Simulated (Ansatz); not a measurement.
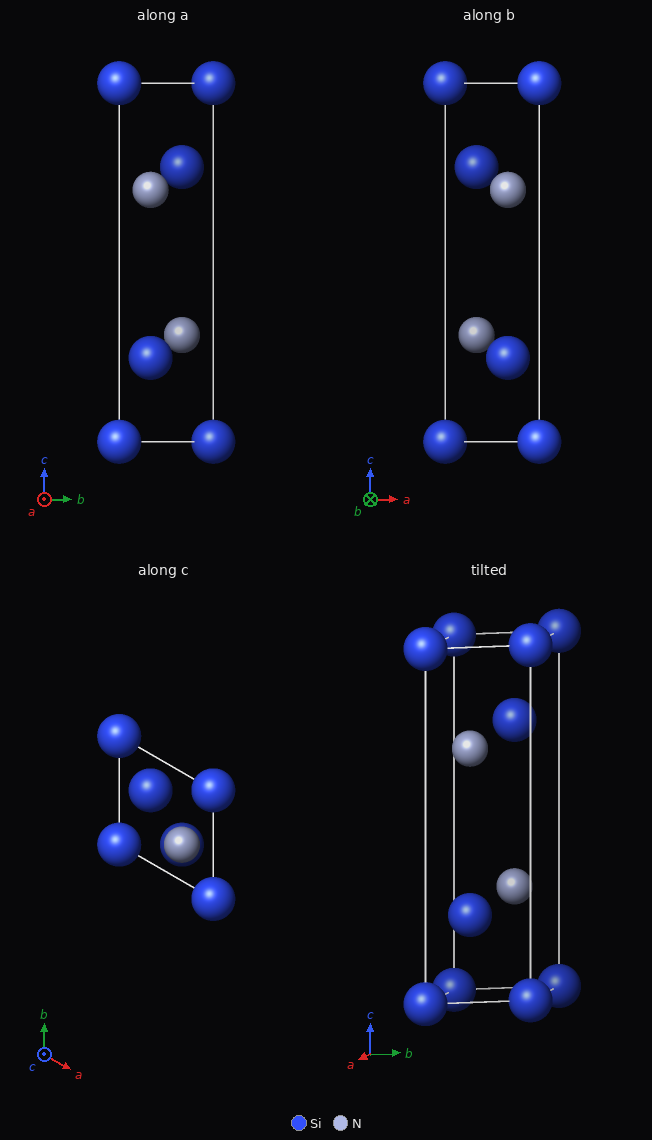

We look at a spheres-only model of the crystal along the a axis, along the b axis, along the c axis and slightly off an axis. The edges of the conventional unit cell are marked.

Lattice parameters: a = 2.860 Å, b = 2.860 Å, c = 9.440 Å, α = 90.00°, β = 90.00°, γ = 120.00°. Put a along x and b in the xy plane.

Express the structure as a POSCAR file, with free fractional coordinates to two decimals.

Answer.
```
Si N
1.0
     2.860    0.000    0.000
    -1.430    2.477    0.000
     0.000    0.000    9.440
Si N
3 2
Direct
  0.00 0.00 0.00
  0.3333 0.6667 0.77
  0.6667 0.3333 0.23
  0.3333 0.6667 0.30
  0.6667 0.3333 0.70
```

The initial geometry was a textbook structure type filled with these elements (whether it is the usual form wasn't checked). The picture shows the end point of a geometry optimisation with Ansatz, DFT PBE, scalar-relativistic, plane waves, PAW.
